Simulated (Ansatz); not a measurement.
Consider Cs11Br12 (cell charge −1, with a compensating background) (cell with a defect).

Input file:

```
crystal:
  lattice:
    - [8.778620348, 4.389310174, 4.389310174]
    - [4.389310174, -4.389310174, 8.778620348]
    - [8.778620348, -4.389310174, -4.389310174]
  atoms:
    - { symbol: Cs, position: [0.6250006228, 0.0, 0.6250005649] }
    - { symbol: Cs, position: [0.831162016, 0.3201594349, 0.5082125811] }
    - { symbol: Cs, position: [0.5771539382, 0.3281755529, 0.258212771] }
    - { symbol: Cs, position: [0.6728458847, 0.6718247635, -0.0082125811] }
    - { symbol: Cs, position: [-0.0094175877, 0.0, -0.0056397801] }
    - { symbol: Cs, position: [0.0986785139, 0.320159543, 0.741787229] }
    - { symbol: Cs, position: [0.151321451, 0.6798405651, 0.5082125811] }
    - { symbol: Cs, position: [0.905329491, 0.6718244471, 0.258212771] }
    - { symbol: Cs, position: [0.2594169649, 0.0, 0.2556392152] }
    - { symbol: Cs, position: [0.3446706483, 0.3281752365, -0.0082125811] }
    - { symbol: Cs, position: [0.4188380569, 0.679840457, 0.741787229] }
    - { symbol: Br, position: [0.36426764, 0.0, 0.8860798263] }
    - { symbol: Br, position: [0.6249999613, 0.0, 0.1250001931] }
    - { symbol: Br, position: [0.7075028911, 0.3399016341, 0.8778105758] }
    - { symbol: Br, position: [0.4509673242, 0.348065302, 0.6250000168] }
    - { symbol: Br, position: [0.5424972527, 0.6600983058, 0.3721891991] }
    - { symbol: Br, position: [0.8857322502, 0.0, 0.3639202035] }
    - { symbol: Br, position: [0.9591308979, 0.3317380263, 0.1250002083] }
    - { symbol: Br, position: [0.0474045252, 0.6600983659, 0.8778105758] }
    - { symbol: Br, position: [0.7990326263, 0.651934698, 0.6250000168] }
    - { symbol: Br, position: [0.1250001486, 0.0, 0.624999777] }
    - { symbol: Br, position: [0.2025955584, 0.3399016942, 0.3721891991] }
    - { symbol: Br, position: [0.2908689242, 0.6682619737, 0.1250002083] }
total_charge: -1
basis:
  ecutwfc: 420
kpoints:
  mp_grid: { grid: [2, 2, 2] }
hamiltonian:
  xc: pbe
scf:
  occupations: { method: gaussian, width: 0.05 }
output:
  forces: true
  stress: true
  eigenvalues: true
  write_density: true
  write_potential: true
  elf: true
  volumetric_format: npy
```

Run with:

```sh
ansatz run input.yaml --threads 4 --pin off --max-ram 9216MiB --backend cpu --events-out ev --progress --plain --runs-dir out
```

Not relaxed (largest force 0.5 eV/Å).

Method: DFT PBE, scalar-relativistic, plane waves, PAW in Ansatz.

### Predict the valence pseudo-density and electron localisation function between the atoms.

Cs–Br (3.72 Å): the density is about 0.06 e/Å³ at the midpoint; the ELF is about 0.05 at the midpoint (a closed-shell, largely ionic contact).
Cs–Br (3.74 Å): ρ is about 0.06 e/Å³ halfway; the ELF is about 0.05 at the midpoint; an ionic contact with no shared pair.

### Metal or insulator at this level of theory?

It is gapped, with a Kohn–Sham gap of 4.1 eV on the k-point mesh, an upper bound to the gap of this method.

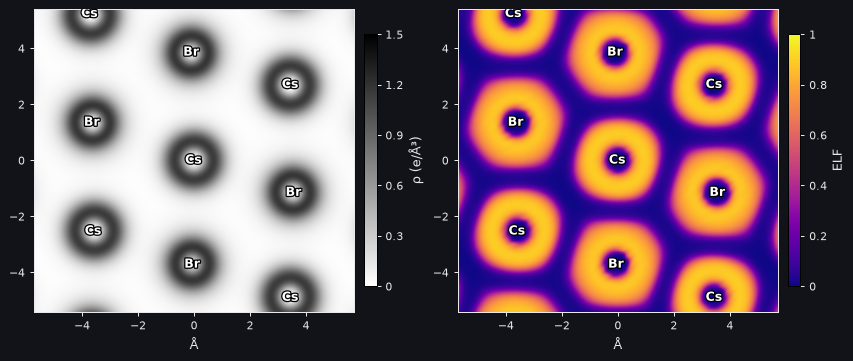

Computed valence pseudo-density and electron localisation function on the (010) plane of the calculation cell, in this order. 

Core electrons are frozen (PAW), and the valence fields are smoothed inside the atomic spheres.
